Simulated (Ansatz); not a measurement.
Crystal: Sn, coordinates from a relaxation with DFT PBEsol, scalar-relativistic, plane waves, PAW (Ansatz 0.2.0); the starting structure was generated, so it need not be a known form of this composition.

```xyz
1
Lattice="3.0313 0.0000 0.0000 0.0000 3.0313 0.0000 0.0000 0.0000 3.0313" Properties=species:S:1:pos:R:3 pbc="T T T"
Sn    1.5157    1.5157    1.5157
```

What does its first Brillouin zone look like, and which path through it is standard?

Answer. It has a simple cubic lattice (cP; extended symbol cP2). The zone is a cube: 6 faces (6 with 4 edges), 12 edges, 8 vertices. Path: Γ–X–M–Γ–R–X | R–M.

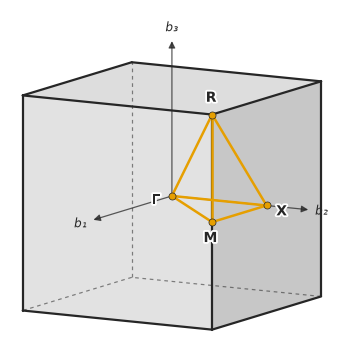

Labels and path follow the convention of Hinuma et al. (2017), as computed by seekpath; the arrows show the directions of the reciprocal primitive vectors b₁, b₂, b₃, in which coordinates are given; lengths include the factor 2π.

| point | k₁ | k₂ | k₃ | length of k (1/Å) |
| --- | --- | --- | --- | --- |
| Γ | 0 | 0 | 0 | 0.000 |
| R | 1/2 | 1/2 | 1/2 | 1.795 |
| M | 1/2 | 1/2 | 0 | 1.466 |
| X | 0 | 1/2 | 0 | 1.036 |
